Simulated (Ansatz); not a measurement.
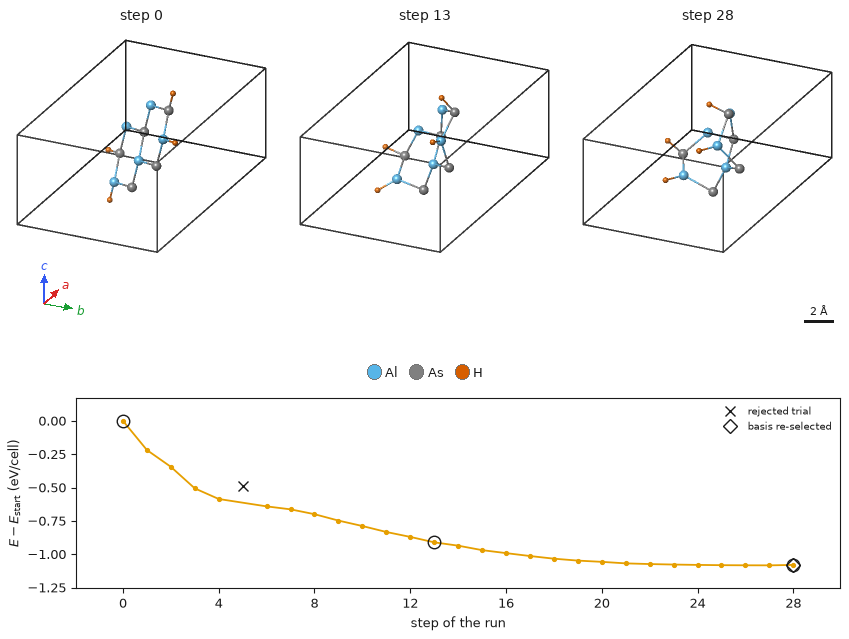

Frames of a relaxation of a wire of composition Al5As5H4, marked on the history of the run. Style: ball-and-stick. Shown: the cell of the calculation, with the vacuum cut short, from a free direction.

Case: armchair ribbon, 5 formula units a period, edges capped with H.

All numbers below come from DFT PBE, scalar-relativistic, plane waves, PAW in Ansatz 0.2.0. Set-up: plane-wave cutoff 420 eV; k-point mesh 1 × 1 × 5; occupations gaussian; smearing width 0.05 eV; no spin polarisation; cell relaxed at fixed a, b, alpha, beta, gamma; force threshold 0.02 eV/Å; at most 45 steps.

Question: What happens along the run?

Answer: The largest moves relative to the centre of the atoms, 3.35 Å, are those of H atoms. Largest moves by element: H 3.35 Å, As 1.86 Å, Al 1.69 Å. Along the periodic axis the drawn cell goes c 7.029 → 6.698 Å (−4.7 %). Near-neighbour distances that change, for instance: Al–As 2.384 → 2.446 Å, Al–As 2.384 → 2.420 Å, As–H 1.520 → 1.536 Å. Bond angles that change, for instance: Al–As–Al 116.7° → 91.4°, Al–As–H 116.7° → 91.6°, Al–As–H 116.7° → 96.8°. The energy falls by 1.080 eV per cell of the calculation in 26 accepted moves (28 points after the start). Largest force component: 0.34 eV/Å at the start, 0.017 eV/Å at the end. The line search rejected the trial step at point 5 of the run. At 1 point the geometry stayed and the basis and grid were re-selected for the new cell (energy shift of 3.3 meV per cell of the calculation at most each time). From step 0 to 13: H atoms move most (1.82 Å), energy −0.911 eV per cell of the calculation. From step 13 to 28: H atoms move most (1.84 Å), energy −0.169 eV per cell of the calculation.

| step | E − E(0), meV/atom | largest force component, eV/Å | note |
| --- | --- | --- | --- |
| 0 | 0.00 | 0.3423 |  |
| 1 | -15.61 | 0.3431 |  |
| 2 | -24.60 | 0.3597 |  |
| 3 | -36.15 | 0.2283 |  |
| 4 | -41.83 | 0.3513 |  |
| 5 | -34.90 | 1.2961 | rejected |
| 6 | -45.79 | 0.1100 |  |
| 7 | -47.38 | 0.1024 |  |
| 8 | -49.97 | 0.0607 |  |
| 9 | -53.40 | 0.0941 |  |
| 10 | -56.31 | 0.1863 |  |
| 11 | -59.50 | 0.1883 |  |
| 12 | -62.13 | 0.1812 |  |
| 13 | -65.04 | 0.1107 |  |
| 14 | -66.83 | 0.1723 |  |
| 15 | -69.22 | 0.1385 |  |
| 16 | -70.82 | 0.1564 |  |
| 17 | -72.37 | 0.1442 |  |
| 18 | -73.80 | 0.1104 |  |
| 19 | -74.82 | 0.1673 |  |
| 20 | -75.49 | 0.2315 |  |
| 21 | -76.31 | 0.1237 |  |
| 22 | -76.67 | 0.1684 |  |
| 23 | -76.94 | 0.0783 |  |
| 24 | -77.13 | 0.0438 |  |
| 25 | -77.28 | 0.0110 |  |
| 26 | -77.34 | 0.0325 |  |
| 27 | -77.37 | 0.0173 |  |
| 28 | -77.14 | 0.0172 | same geometry, new basis |
